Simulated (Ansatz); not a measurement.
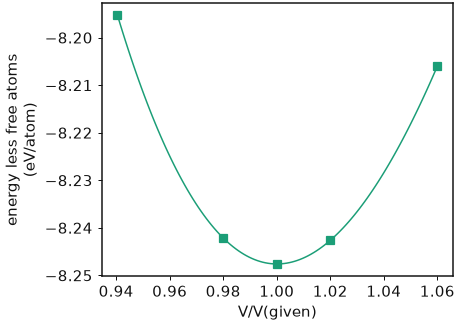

Plotted: energy less free atoms against V/V(given).

Method: periodic Kohn-Sham DFT of a crystal at fixed atoms, scaled to the stated factor times the given cell; pressure positive in compression, energy less spherical unpolarised free atoms (Ansatz 0.2.0). Level: PBE.

> For which of these solids was it computed?
A. Sn, Pm-3m (No. 221), 29.4 Å³/atom
B. Ir, Pm-3m (No. 221), 17.0 Å³/atom
C. Al, Pm-3m (No. 221), 20.1 Å³/atom

B, Ir: energy less free atoms from −8.2476 eV/atom to −8.1953 eV/atom, V0 16.98 Å³/atom, B0 246 GPa. The others give: Sn, energy less free atoms from −3.7543 eV/atom to −3.7373 eV/atom, V0 29.43 Å³/atom, B0 46.3 GPa; Al, energy less free atoms from −3.3743 eV/atom to −3.3644 eV/atom, V0 20.15 Å³/atom, B0 56.8 GPa.

For Ir, limits of the calculation: no spin-orbit coupling on heavy atoms.
